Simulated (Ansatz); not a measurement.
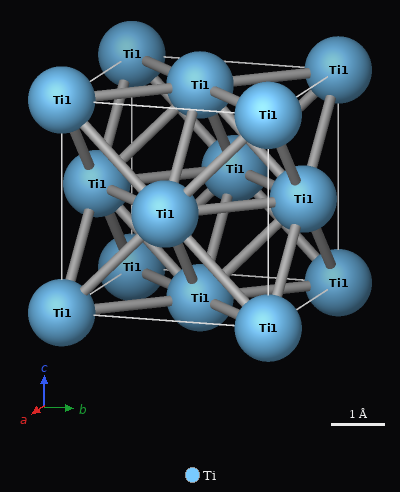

**Figure 1.** The structure (ball-and-stick view of the cell 4 times as large as that of the calculation, set on its symmetry axes, seen slightly off an axis; atoms are numbered from 1 in the order of the input).

## Two runs on Ti

System: Ti (Fm-3m, 1 atom in the cell).
Method of the first run: DFT HSE06, scalar-relativistic, plane waves, PAW, no spin polarisation (Ansatz 0.2.0).

The structure was built on a prototype by a generator; it need not be a known phase. Text and figures count atoms from 1; the logs count them from 0 in places.

## Input, the first run
```yaml
crystal:
  lattice:
    - [0.0, 2.0589857413, 2.0589857413]
    - [2.0589857413, 0.0, 2.0589857413]
    - [2.0589857413, 2.0589857413, 0.0]
  atoms:
    - { symbol: Ti, position: [0.0, 0.0, 0.0] }
basis:
  ecutwfc: 420
  ecutrho_ratio: 4
kpoints:
  mp_grid: { grid: [10, 10, 10] }
hamiltonian:
  xc: hse06
scf:
  occupations: { method: gaussian, width: 0.05 }
output:
  forces: true
  stress: true
  eigenvalues: true
```

Hardware: 4 threads of an x86-64 CPU, shared host.

## Output, shortened to warnings, some set-up lines, iterations and results (the first run)
```
Warning: output.stress: scf.convergence.dr2_threshold = 1e-7 eV (the SCF's general default) is looser than the 1e-10 eV advised for a printed stress (1e-10 eV for each atom of the cell: 1). What an SCF threshold leaves in a stress goes as its square root, and in the free energy as the threshold itself, and one threshold admits the most on a small cell: of the crystals measured, under no hybrid …
Warning: output.stress: scf.exx.energy_threshold = 1e-6 eV is looser than the 1e-8 eV advised for a stress under a hybrid functional (1e-8 eV for each atom of the cell: 1). Every SCF of the exchange loop can meet its threshold on dr2 while the loop round them stops early: no threshold on dr2 bounds what that leaves in the stress. Set scf.exx.energy_threshold to 1e-8 eV or tighter. The threshold …
Basis set: ecut = 420 eV, 331 PW (Γ), exchange–correlation on 40×40×40 points (8 copies of the dense FFT grid, shifted against one another)
Symmetry: 48 space group operations
k-points: 47 of 1000
Initial density: superposition of atomic densities (neutral atoms: chi_scale 0, normalization atom), corrected by the library's trained network
[...]
SCF iter   1: F=—  HF=-2499.610454 eV  |F-HF|=—  |Δ(HF+E_count)|=         —  Δρ=1.76e-3  dr2=1.29e-4  ethr=1.77e-3  ⟨swp⟩=4.7  Hψ=1712  notcnv=0
SCF iter   2: F=—  HF=-2499.610844 eV  |F-HF|=—  |Δ(HF+E_count)|=   3.90e-4  Δρ=8.72e-4  dr2=3.02e-5  ethr=1.07e-6  ⟨swp⟩=3.8  Hψ=1165  notcnv=0
SCF iter   3: F=—  HF=-2499.610933 eV  |F-HF|=—  |Δ(HF+E_count)|=   8.91e-5  Δρ=2.88e-4  dr2=8.99e-6  ethr=2.52e-7  ⟨swp⟩=3.0  Hψ=843  notcnv=0
SCF iter   4: F=—  HF=-2499.610934 eV  |F-HF|=—  |Δ(HF+E_count)|=   1.42e-6  Δρ=3.09e-5  dr2=8.22e-8  ethr=8.95e-10  ⟨swp⟩=4.0  Hψ=1934  notcnv=0
SCF iter   5: F=—  HF=-2499.610934 eV  |F-HF|=—  |Δ(HF+E_count)|=   3.54e-8  Δρ=4.43e-6  dr2=2.82e-9  ethr=6.85e-10  ⟨swp⟩=3.0  Hψ=836  notcnv=0
[... 9 lines ...]
SCF iter   1: F=—  HF=-2498.880492 eV  |F-HF|=—  |Δ(HF+E_count)|=         —  Δρ=2.27e-4  dr2=9.44e-6  ethr=3.04e-6  ⟨swp⟩=2.6  Hψ=987  notcnv=0
SCF iter   2: F=—  HF=-2498.880490 eV  |F-HF|=—  |Δ(HF+E_count)|=   2.30e-6  Δρ=4.02e-5  dr2=5.17e-7  ethr=6.03e-8  ⟨swp⟩=3.1  Hψ=931  notcnv=0
SCF iter   3: F=—  HF=-2498.880492 eV  |F-HF|=—  |Δ(HF+E_count)|=   1.96e-6  Δρ=1.90e-5  dr2=3.98e-8  ethr=8.43e-10  ⟨swp⟩=4.0  Hψ=1378  notcnv=0
SCF iter   4: F=-2498.880492 eV  HF=-2498.880492 eV  |F-HF|=2.73e-9  |Δ(HF+E_count)|=   5.63e-8  Δρ=5.93e-6  dr2=4.23e-9  ethr=2.25e-10  ⟨swp⟩=3.9  Hψ=933  notcnv=0
SCF 3 converged in 4 iterations: F = -2498.880492 eV  dr2 = 4.23e-9
  Residual-converged pass: ⟨swp⟩=2.7  Hψ=822  notcnv=0  max |occ|·‖R‖ = 2.4e-6 eV (tolerance 2.4e-6 eV)  dr2=4.29e-9  dr2_onsite=7.67e-10  max |Δocc| = 3.5e-11
hybrid outer 2: dexx = +2.386e-6 eV, tail = 2.84e-8 eV, Δε = 7.42e-3 eV (about 1.74e-4 eV left of the loop's levels)
hybrid SCF converged: 2 outer / 10 inner (+6 warm-up), last move |dexx| = 2.39e-6 eV, tail = 2.84e-8 eV
Stability not checked: this state was not tested for a lower state beside it, because the functional holds exact exchange (a hybrid, or Hartree-Fock), whose exchange loop this test does not read (fock_operator; see scf.lower_state_search)
Free energy (F): -2498.880492 eV
Frozen-core exchange: fock
Harris-Foulkes:  -2498.880492 eV  (|F-HF|=2.73e-9)
Internal energy: -2498.878901 eV  (E = F + TS)
E sigma→0 (E₀):  -2498.879696 eV
Entropy (-TS):   -0.001591 eV (-1.591 meV/atom)
Fermi energy:    13.129308 eV
--- Per-component energies (eV) ---
  E_band       = -189.322592
  E_kinetic    = 271.500690
  E_local      = -804.981441  (includes V_loc(G=0)·N_el)
  E_nonlocal   = 4.826089
  E_hartree    = 327.491811
  E_xc         = -78.857344
  E_vxc        = -97.672843  (∫ρ·V_xc dr)
  E_exx        = -39.053382  (= α·E_x^exact, valence–valence)
  E_paw        = -1025.310788  (= ΣΔE_a)
  E_vpaw       = -139.870272  (= ΣTr[D̂ρ^β])
  E_aug_tail   = 0.000104  (compensation charges beyond the density's cutoff)
  E_ewald      = -1154.322702
  E_core_change = -0.171938  (= ΣΔE_core)
  E_smearing   = -0.001591  (= −TS)
  E_closure    = 0.000000  (closes the sum)
  Σ components = -2498.880492   (vs F -2498.880492, Δ=-4.55e-13)
--- Forces (eV/Å), atoms counted from 1 ---
  atom   1  Ti    -0.00000000     0.00000000     0.00000000
  max |Σ_I F_I| component: 7.40e-32 eV/Å
--- Stress (GPa, compression-positive) ---
       -0.866015      -0.000000       0.000000
       -0.000000      -0.866015       0.000000
        0.000000       0.000000      -0.866015
  P = ⅓ Tr σ = -0.8660 GPa (-8.660 kbar)
```

For the second run the input was changed thus:
```diff
-    - [0.0, 2.0589857413, 2.0589857413]
-    - [2.0589857413, 0.0, 2.0589857413]
-    - [2.0589857413, 2.0589857413, 0.0]
+    - [0.0, 2.055015618, 2.055015618]
+    - [2.055015618, 0.0, 2.055015618]
+    - [2.055015618, 2.055015618, 0.0]
```

How does the second run compare with the first run?

With the same functional and potentials, the second run lies 0.33 meV per atom lower. The pressure goes from −0.87 to −0.16 GPa. The volume per atom goes from 17.46 to 17.36 Å³. The cell is scaled evenly with the atoms at fixed fractional positions, so −ΔP/Δ ln V estimates the bulk modulus midway between the two volumes: about 120 GPa. The number of SCF iterations is the same.

## Output, shortened to warnings, some set-up lines, iterations and results (the second run)
```
Warning: output.stress: scf.convergence.dr2_threshold = 1e-7 eV (the SCF's general default) is looser than the 1e-10 eV advised for a printed stress (1e-10 eV for each atom of the cell: 1). What an SCF threshold leaves in a stress goes as its square root, and in the free energy as the threshold itself, and one threshold admits the most on a small cell: of the crystals measured, under no hybrid …
Warning: output.stress: scf.exx.energy_threshold = 1e-6 eV is looser than the 1e-8 eV advised for a stress under a hybrid functional (1e-8 eV for each atom of the cell: 1). Every SCF of the exchange loop can meet its threshold on dr2 while the loop round them stops early: no threshold on dr2 bounds what that leaves in the stress. Set scf.exx.energy_threshold to 1e-8 eV or tighter. The threshold …
Basis set: ecut = 420 eV, 331 PW (Γ), exchange–correlation on 40×40×40 points (8 copies of the dense FFT grid, shifted against one another)
Symmetry: 48 space group operations
k-points: 47 of 1000
Initial density: superposition of atomic densities (neutral atoms: chi_scale 0, normalization atom), corrected by the library's trained network
[...]
SCF iter   1: F=—  HF=-2499.610764 eV  |F-HF|=—  |Δ(HF+E_count)|=         —  Δρ=1.77e-3  dr2=1.25e-4  ethr=1.77e-3  ⟨swp⟩=4.7  Hψ=1717  notcnv=0
SCF iter   2: F=—  HF=-2499.611147 eV  |F-HF|=—  |Δ(HF+E_count)|=   3.82e-4  Δρ=8.87e-4  dr2=3.05e-5  ethr=1.05e-6  ⟨swp⟩=3.8  Hψ=1163  notcnv=0
SCF iter   3: F=—  HF=-2499.611239 eV  |F-HF|=—  |Δ(HF+E_count)|=   9.22e-5  Δρ=2.44e-4  dr2=8.16e-6  ethr=2.54e-7  ⟨swp⟩=3.0  Hψ=842  notcnv=0
SCF iter   4: F=—  HF=-2499.611237 eV  |F-HF|=—  |Δ(HF+E_count)|=   1.26e-6  Δρ=3.26e-5  dr2=8.14e-8  ethr=7.53e-10  ⟨swp⟩=3.8  Hψ=1912  notcnv=0
SCF iter   5: F=—  HF=-2499.611238 eV  |F-HF|=—  |Δ(HF+E_count)|=   3.28e-8  Δρ=6.26e-6  dr2=3.00e-9  ethr=6.78e-10  ⟨swp⟩=3.0  Hψ=814  notcnv=0
[... 9 lines ...]
SCF iter   1: F=—  HF=-2498.880821 eV  |F-HF|=—  |Δ(HF+E_count)|=         —  Δρ=2.37e-4  dr2=1.05e-5  ethr=3.14e-6  ⟨swp⟩=2.6  Hψ=987  notcnv=0
SCF iter   2: F=—  HF=-2498.880818 eV  |F-HF|=—  |Δ(HF+E_count)|=   2.68e-6  Δρ=4.00e-5  dr2=5.34e-7  ethr=6.77e-8  ⟨swp⟩=3.1  Hψ=926  notcnv=0
SCF iter   3: F=—  HF=-2498.880820 eV  |F-HF|=—  |Δ(HF+E_count)|=   2.01e-6  Δρ=1.97e-5  dr2=4.48e-8  ethr=8.19e-10  ⟨swp⟩=4.0  Hψ=1386  notcnv=0
SCF iter   4: F=-2498.880820 eV  HF=-2498.880820 eV  |F-HF|=2.11e-9  |Δ(HF+E_count)|=   5.31e-8  Δρ=5.64e-6  dr2=3.48e-9  ethr=2.66e-10  ⟨swp⟩=3.9  Hψ=962  notcnv=0
SCF 3 converged in 4 iterations: F = -2498.880820 eV  dr2 = 3.48e-9
  Residual-converged pass: ⟨swp⟩=2.6  Hψ=802  notcnv=0  max |occ|·‖R‖ = 2.4e-6 eV (tolerance 2.4e-6 eV)  dr2=3.52e-9  dr2_onsite=6.93e-10  max |Δocc| = 1.8e-11
hybrid outer 2: dexx = +2.452e-6 eV, tail = 2.71e-8 eV, Δε = 8.37e-3 eV (about 1.90e-4 eV left of the loop's levels)
hybrid SCF converged: 2 outer / 10 inner (+6 warm-up), last move |dexx| = 2.45e-6 eV, tail = 2.71e-8 eV
Stability not checked: this state was not tested for a lower state beside it, because the functional holds exact exchange (a hybrid, or Hartree-Fock), whose exchange loop this test does not read (fock_operator; see scf.lower_state_search)
Free energy (F): -2498.880820 eV
Frozen-core exchange: fock
Harris-Foulkes:  -2498.880820 eV  (|F-HF|=2.11e-9)
Internal energy: -2498.879222 eV  (E = F + TS)
E sigma→0 (E₀):  -2498.880021 eV
Entropy (-TS):   -0.001599 eV (-1.599 meV/atom)
Fermi energy:    13.218297 eV
--- Per-component energies (eV) ---
  E_band       = -188.145745
  E_kinetic    = 271.664246
  E_local      = -801.840201  (includes V_loc(G=0)·N_el)
  E_nonlocal   = 4.838499
  E_hartree    = 326.481429
  E_xc         = -78.898458
  E_vxc        = -97.728312  (∫ρ·V_xc dr)
  E_exx        = -39.067687  (= α·E_x^exact, valence–valence)
  E_paw        = -1025.332454  (= ΣΔE_a)
  E_vpaw       = -139.906032  (= ΣTr[D̂ρ^β])
  E_aug_tail   = 0.000102  (compensation charges beyond the density's cutoff)
  E_ewald      = -1156.552759
  E_core_change = -0.171938  (= ΣΔE_core)
  E_smearing   = -0.001599  (= −TS)
  E_closure    = 0.000000  (closes the sum)
  Σ components = -2498.880820   (vs F -2498.880820, Δ=4.55e-13)
--- Forces (eV/Å), atoms counted from 1 ---
  atom   1  Ti    -0.00000000     0.00000000     0.00000000
  max |Σ_I F_I| component: 6.57e-32 eV/Å
--- Stress (GPa, compression-positive) ---
       -0.159433       0.000000      -0.000000
        0.000000      -0.159433       0.000000
        0.000000       0.000000      -0.159433
  P = ⅓ Tr σ = -0.1594 GPa (-1.594 kbar)
```

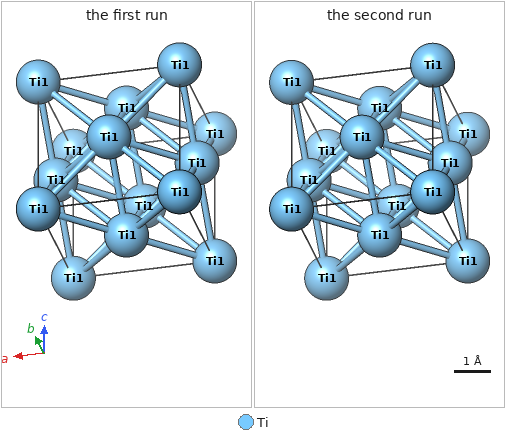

**Figure 2.** The two input geometries at one scale (ball-and-stick view of the cell 4 times as large as that of the calculation, set on its symmetry axes, seen at an oblique angle). No atom moves by more than 0.005 Å relative to the cell. Cell: a = b = c 4.118 → 4.110 Å (−0.2 %). Volume −0.6 %. Among the contacts that change: Ti1–Ti1 2.912 → 2.906 Å.

## The two runs side by side

| quantity | the first run | the second run |
| --- | --- | --- |
| outcome | converged | converged |
| free energy per atom (eV) | −2498.8805 | −2498.8808 |
| energy per atom, smearing taken to zero (eV) | −2498.8797 | −2498.8800 |
| gap on the mesh (eV) | 0.00 | 0.00 |
| pressure (GPa) | −0.87 | −0.16 |
| volume per atom (Å³) | 17.46 | 17.36 |
| largest force (eV/Å) | 0.000 | 0.000 |
| SCF iterations | 16 | 16 |
| irreducible k-points | 47 | 47 |
| plane waves at Γ | 331 | 331 |
| wall time (shared host) | 13 s | 12 s |

For both runs: Warnings: the exchange loop's threshold is looser than advised for the stress; the SCF threshold is looser than advised for the printed stress.
